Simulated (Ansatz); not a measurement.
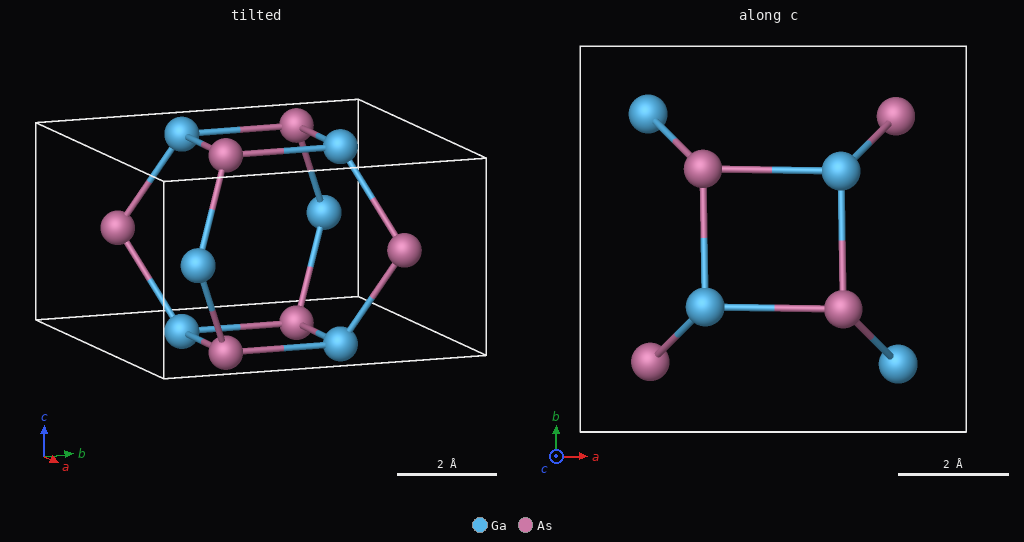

Shown here is a ball-and-stick view of the crystal, taken slightly off an axis and along the c axis. Atoms at the boundary of the conventional unit cell (the box) are drawn once for each face, edge or corner they touch. Cell: a = 7.02 Å, b = 7.02 Å, c = 4.06 Å, α = 90.00°, β = 90.00°, γ = 90.00°.

Source of the structure: a structure type filled with these elements by a generator (whether the compound takes this form wasn't checked). Earlier steps of the study may have refined or changed the cell and positions. Ansatz was used for an electronic-structure calculation on it.

### What structure is drawn here?

The solid is GaAs. Space group: P4_2/mnm (No. 136). Lattice: primitive tetragonal. In the cell are 4 Ga, 4 As, which makes 4 formula units. The neighbours of Ga are four As in a distorted tetrahedral arrangement at about 2.5 Å. Each As atom has four Ga in a distorted tetrahedral arrangement at about 2.5 Å around it. The bonds build a three-dimensional framework.

Run with DFT PBE, scalar-relativistic, plane waves, PAW (Ansatz 0.2.0) and these settings: plane waves up to 420 eV, k-grid 6×6×10, Gaussian smearing of 0.01 eV, no spin polarisation.

### Classify it as metallic or gapped, with the value.

A semiconductor at this level, with a gap of 0.21 eV, direct.

### Give the Bader charge of each element.

Ga +0.68 e; As -0.68 e.

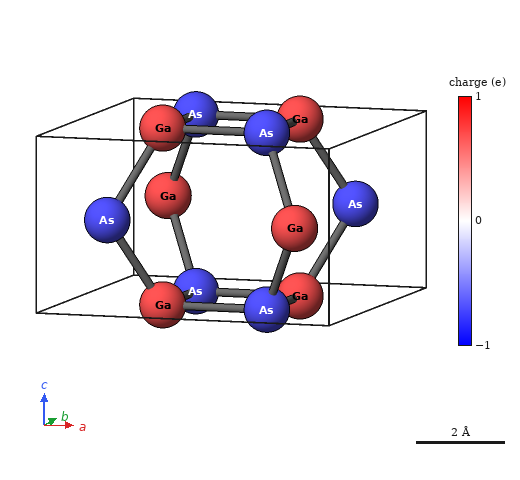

The atoms coloured by those charges. The run's cell of 8 atoms is drawn.

### Can this geometry be taken as optimised?

Yes. The largest force is 0.01 eV/Å. The pressure is 0.0 GPa, close to zero.
